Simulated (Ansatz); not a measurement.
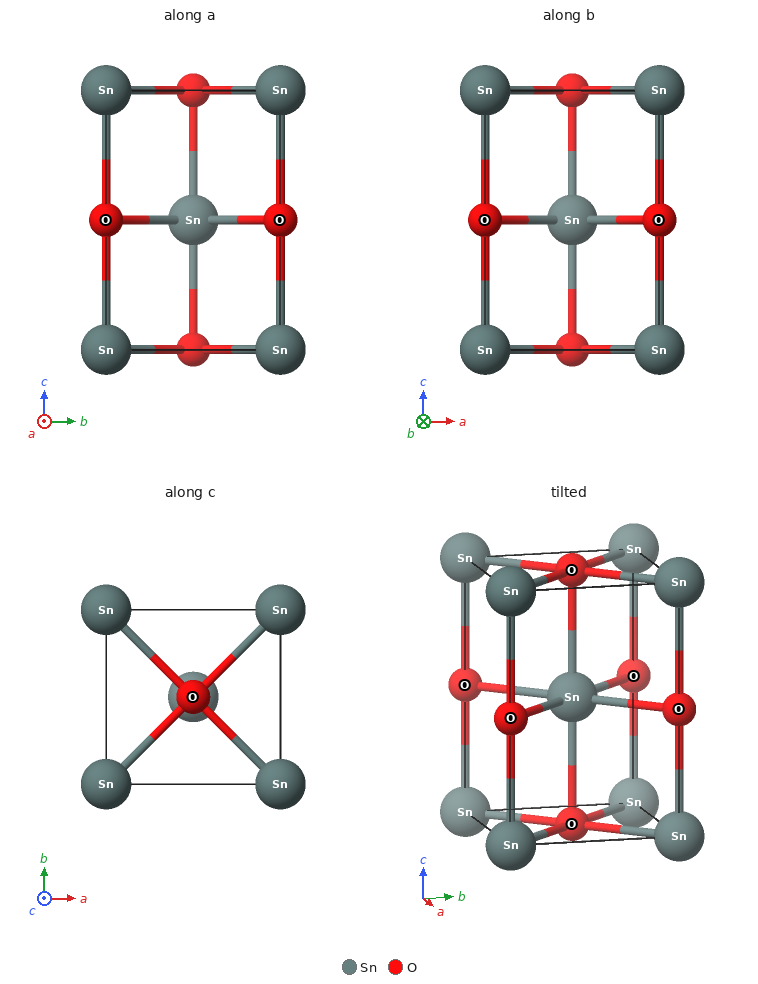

View along the a axis, along the b axis, along the c axis and slightly off an axis, drawn as a ball-and-stick model. The box is the conventional unit cell; atoms on or close to its faces, edges and corners are drawn wherever they repeat.

Lattice parameters: a = 3.4138 Å, b = 3.4138 Å, c = 5.0739 Å, α = 90.000°, β = 90.000°, γ = 90.000°.

### Put the structure into a CIF with its space group and independent sites.

```cif
data_structure
_symmetry_space_group_name_H-M 'I 4/m m m'
_symmetry_Int_Tables_number 139
_cell_length_a 3.4138
_cell_length_b 3.4138
_cell_length_c 5.0739
_cell_angle_alpha 90.000
_cell_angle_beta 90.000
_cell_angle_gamma 90.000
_cell_volume 59.13
loop_
_atom_site_label
_atom_site_type_symbol
_atom_site_symmetry_multiplicity
_atom_site_Wyckoff_symbol
_atom_site_fract_x
_atom_site_fract_y
_atom_site_fract_z
_atom_site_occupancy
Sn1 Sn 2 a 0.0000 0.0000 0.0000 1
O1 O 2 b 0.5000 0.5000 0.0000 1
```

Provenance: a structure type filled with these elements by a generator (whether the compound takes this form wasn't checked). The cell was then strained or its atoms displaced on purpose. A calculation with Ansatz used it as input.

At this level of theory the cell isn't at rest (compressed, at 13 GPa), so its distances can differ from those at equilibrium, the more so the softer the solid.
